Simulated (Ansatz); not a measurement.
## Energy of LuH$_{2}$ along an even scaling of the cell

System: LuH$_{2}$ (Fm-3m, 3 atoms in the cell).
Method: Kohn-Sham DFT of a periodic cell, LDA, all-electron LAPW, scalar-relativistic, no spin polarisation (Ansatz 0.2.0).

The 7 runs differ only in the geometry, by an even scaling of the cell at fixed fractional positions. The structure derives from an entry of the Crystallography Open Database.

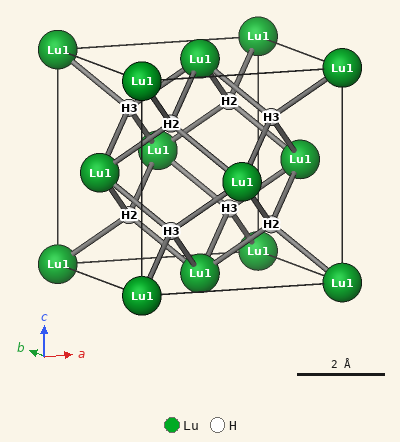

Figure 1. The structure of run 4 (ball-and-stick view of the cell 4 times as large as that of the calculation, set on its symmetry axes, seen slightly off an axis; atoms are numbered from 1 in the order of the input). An atom can appear more than once, as a periodic image.

### Input of run 4
```yaml
crystal:
  lattice:
    - [0.0, 2.5165, 2.5165]
    - [2.5165, 0.0, 2.5165]
    - [2.5165, 2.5165, 0.0]
  atoms:
    - { symbol: Lu, position: [0.0, 0.0, 0.0] }
    - { symbol: H, position: [0.75, 0.75, 0.75] }
    - { symbol: H, position: [0.25, 0.25, 0.25] }
kpoints:
  mp_grid: { grid: [9, 9, 9] }
scf:
  occupations: { method: fermi_dirac, width: 0.05 }
hamiltonian:
  xc: lda
  pseudopotentials: { kind: all_electron, lapw: { basis_error: 0.002 } }
output:
  forces: true
  stress: true
  eigenvalues: true
```

Command:
```bash
ansatz run input.yaml --threads 2 --pin off --max-ram 8192MiB --backend cpu --events-out ev --progress --plain --runs-dir out
```

Lattice vectors (Å) and fractional positions of run 4:
```
   0.000000    2.516500    2.516500
   2.516500    0.000000    2.516500
   2.516500    2.516500    0.000000
Lu  0.000000  0.000000  0.000000
H   0.750000  0.750000  0.750000
H   0.250000  0.250000  0.250000
```

Run 6 differs from it as follows:
```diff
-    - [0.0, 2.5165, 2.5165]
-    - [2.5165, 0.0, 2.5165]
-    - [2.5165, 2.5165, 0.0]
+    - [0.0, 2.5496156397, 2.5496156397]
+    - [2.5496156397, 0.0, 2.5496156397]
+    - [2.5496156397, 2.5496156397, 0.0]
```

### Results, with one run withheld

| run | volume per atom (Å³) | free energy per atom, from the lowest run given (meV) | pressure (GPa) |
| --- | --- | --- | --- |
| 1 | 9.987 | 0.00 | −1.28 |
| 2 | 10.199 | 3.06 | −3.30 |
| 3 | 10.412 | 8.66 | −5.12 |
| 4 | 10.624 | 16.55 | −6.76 |
| 5 | 10.837 | 26.51 | −8.24 |
| 6 | 11.049 | ? | ? |
| 7 | 11.262 | 51.85 | −10.78 |

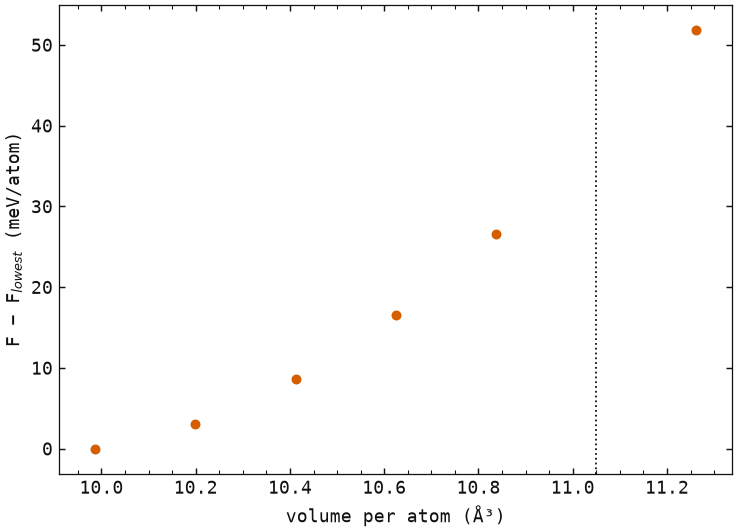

Figure 2. Free energy per atom of the runs given; the dotted line marks run 6.

Fit the runs given and predict run 6.

A cubic polynomial in V^(−2/3) (the Birch–Murnaghan form), fitted to the 6 runs given, misses them by at most 0.01 meV per atom. With x = V^(−2/3) − 0.20802 Å⁻², it reads F = 13.164 − 2904.5 x + 1.5499e+05 x² − 81355 x³ (meV per atom). At run 6 it gives 38.31 meV per atom, and the run itself gives 38.34. The slope of the fit gives a pressure −dF/dV of −9.57 GPa there, and the run prints −9.57 GPa. The fit has no minimum inside this range.

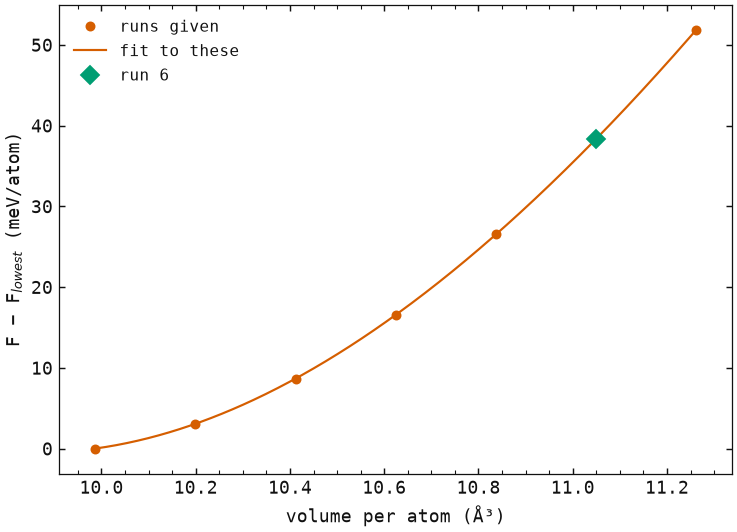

Figure 3. The fit and the withheld run.

### Output, shortened to warnings, some set-up lines, iterations and results (run 6)
```
Basis set: ecut = 226.9344148381693 eV, 259 PW (Γ), exchange–correlation at level 2
Symmetry: 48 space group operations
k-points: 35 of 729
Initial density: superposition of atomic densities (chi_scale 0.1, normalization cell, long waves kept (reshape's long-wave potential 0.00 eV rms))
[...]
SCF iter   1: F=—  HF=-396037.942811 eV  |F-HF|=—  |Δ(HF+E_count)|=         —  Δρ=5.95e-2  dr2=1.24e0  ethr=3.35e-3  ⟨swp⟩=2.0  Hψ=5208  notcnv=0
SCF iter   2: F=—  HF=-396037.427751 eV  |F-HF|=—  |Δ(HF+E_count)|=   5.15e-1  Δρ=3.32e-2  dr2=4.21e-1  ethr=3.35e-3  ⟨swp⟩=2.8  Hψ=2542  notcnv=0
SCF iter   3: F=—  HF=-396037.337955 eV  |F-HF|=—  |Δ(HF+E_count)|=   8.98e-2  Δρ=2.12e-2  dr2=1.88e-1  ethr=1.14e-3  ⟨swp⟩=2.1  Hψ=2346  notcnv=0
SCF iter   4: F=—  HF=-396037.206358 eV  |F-HF|=—  |Δ(HF+E_count)|=   1.32e-1  Δρ=9.45e-3  dr2=4.11e-2  ethr=5.08e-4  ⟨swp⟩=2.9  Hψ=2528  notcnv=0
SCF iter   5: F=—  HF=-396037.204095 eV  |F-HF|=—  |Δ(HF+E_count)|=   2.26e-3  Δρ=2.05e-3  dr2=1.96e-3  ethr=5.29e-6  ⟨swp⟩=2.0  Hψ=3953  notcnv=0
SCF iter   6: F=—  HF=-396037.204120 eV  |F-HF|=—  |Δ(HF+E_count)|=   2.44e-5  Δρ=8.77e-4  dr2=2.78e-4  ethr=5.29e-6  ⟨swp⟩=2.0  Hψ=2364  notcnv=0
SCF iter   7: F=—  HF=-396037.204158 eV  |F-HF|=—  |Δ(HF+E_count)|=   3.86e-5  Δρ=1.40e-4  dr2=8.82e-6  ethr=7.51e-7  ⟨swp⟩=2.0  Hψ=2363  notcnv=0
SCF iter   8: F=—  HF=-396037.204157 eV  |F-HF|=—  |Δ(HF+E_count)|=   1.51e-6  Δρ=5.97e-5  dr2=1.95e-6  ethr=2.38e-8  ⟨swp⟩=3.0  Hψ=2427  notcnv=0
SCF iter   9: F=-396037.204157 eV  HF=-396037.204157 eV  |F-HF|=6.81e-9  |Δ(HF+E_count)|=   3.33e-7  Δρ=1.29e-5  dr2=5.72e-8  ethr=5.28e-9  ⟨swp⟩=2.0  Hψ=2363  notcnv=0
SCF 1 converged in 9 iterations: F = -396037.204157 eV  dr2 = 5.72e-8
SCF converged after 9 iterations
Free energy (F): -396037.204157 eV
Harris-Foulkes:  -396037.204157 eV  (|F-HF|=6.81e-9)
Internal energy: -396037.197226 eV  (E = F + TS)
E sigma→0 (E₀):  -396037.200691 eV
Entropy (-TS):   -0.006931 eV (-2.310 meV/atom)
Fermi energy:    13.534355 eV
--- Per-component energies (eV) ---
  E_band       = -1732.270219
  E_kinetic    = 439154.038963
  E_xc         = -7987.237599
  E_electrostatic = -827203.998589  (all electrons and nuclei)
  E_smearing   = -0.006931  (= −TS)
  E_closure    = 0.000000  (closes the sum)
  E_atoms      = -396022.938852  (free atoms, spherical and without spin; not in F)
  Σ components = -396037.204157   (vs F -396037.204157, Δ=0.00e0)
  Basis errors (estimates in eV, not in F): energy 7.8e-4 per atom: plane waves 7.5e-4 (4.6e-4 summed), levels above the bands 6.9e-55, relativity 4.0e-9, radial functions 2.5e-5, core shells 1.3e-6; eigenvalues (radial functions only) 1.3e-5; not estimated: angular momenta, meshes, grids; target …
--- Forces (eV/Å), atoms counted from 1 ---
  atom   1  Lu    -0.00000000    -0.00000000     0.00000000
  atom   2  H      0.00000000    -0.00000000     0.00000000
  atom   3  H      0.00000000     0.00000000     0.00000000
  max |Σ_I F_I| component: 8.67e-19 eV/Å
--- Stress (GPa, compression-positive) ---
       -9.572300       0.000000       0.000000
        0.000000      -9.572300       0.000000
        0.000000       0.000000      -9.572300
  P = ⅓ Tr σ = -9.5723 GPa (-95.723 kbar)
```
